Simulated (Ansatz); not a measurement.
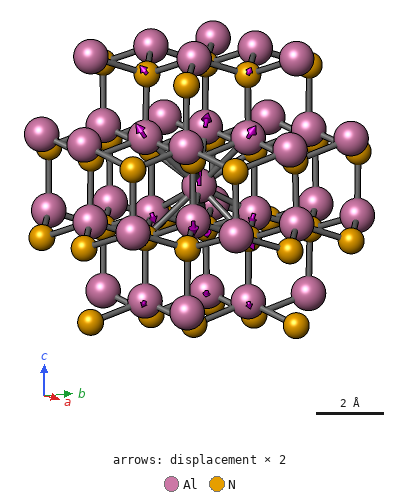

A relaxation of a defect cell of composition Al₄₉N₄₈. The starting structure is drawn; purple arrows show the displacements, 2 times their true length.

Style: ball-and-stick. Shown: the atoms within 5.8 Å of the atom that moves most (axes of the cell of the calculation (origin shifted)), slightly off an axis.

Level of theory: DFT, PBEsol, PAW, plane waves (Ansatz 0.2.0). Set-up: plane-wave cutoff 420 eV; k-point mesh 1 × 1 × 1; mesh shifted by (0.25, 0.25, 0.25); collinear spin; atoms relaxed in a fixed cell; force threshold 0.03 eV/Å; at most 80 steps.

Which element moves most?

Answer. Aluminium: up to 0.53 Å, against 0.22 Å for nitrogen.

Describe the change and its energy.

Answer. Over 6 geometry steps the energy falls by 6.041 eV per cell of the calculation. Largest force component: 8.2 eV/Å at the start, 0.023 eV/Å at the end. The largest move is that of an Al atom, 0.53 Å along +c. Largest moves by element: Al 0.53 Å, N 0.22 Å. The cell stays as it was. Some distances before and after: Al–N 2.318 → 2.918 Å, Al–N 2.353 → 2.916 Å, Al–Al 2.004 → 2.377 Å, Al–N 1.836 → 2.122 Å. Among the angles between lasting bonds that change: Al–Al–N 172.9° → 149.2°, Al–Al–N 169.9° → 149.1°, Al–Al–N 72.9° → 84.9°.
